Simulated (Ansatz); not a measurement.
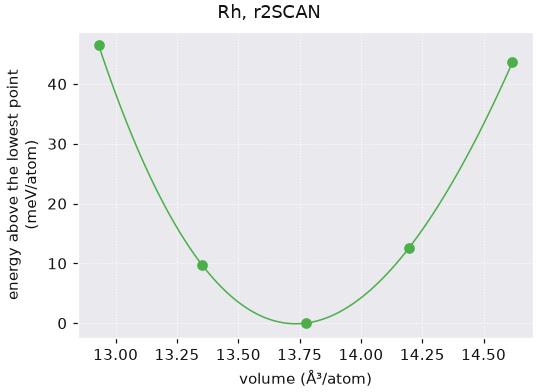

The plot gives the computed energy above the lowest point against volume for Rh, space group Fm-3m (No. 225) (one of a set of cubic test structures, which need not be the stable phase).

How it was computed, with Ansatz 0.2.0 development build: equation of state of a cubic crystal from periodic Kohn-Sham density functional theory without spin, third-order Birch-Murnaghan fit to the free energies; pressure corrected for the finite basis. Level: r2SCAN.

- structure type: fcc
- atoms in cell: 1
- space group number: 225
- lattice centring: face-centred primitive
- k mesh: 15×15×15
- occupation method: Fermi–Dirac
- occupation width: 0.1 eV
- wave cutoff: 500 eV
- datasets: soft-1 PAW
- density tolerance: 1e−07 eV
- bands: 13
- density cutoff ratio: 4
- search for lower states: default

> How stiff is the solid, and where is its volume at rest?

A third-order Birch–Murnaghan fit gives V0 = 13.73 Å³/atom, B0 = 280 GPa and B′ = 5.2.

Limits of the calculation: modest k-mesh, values are not fully converged in k.
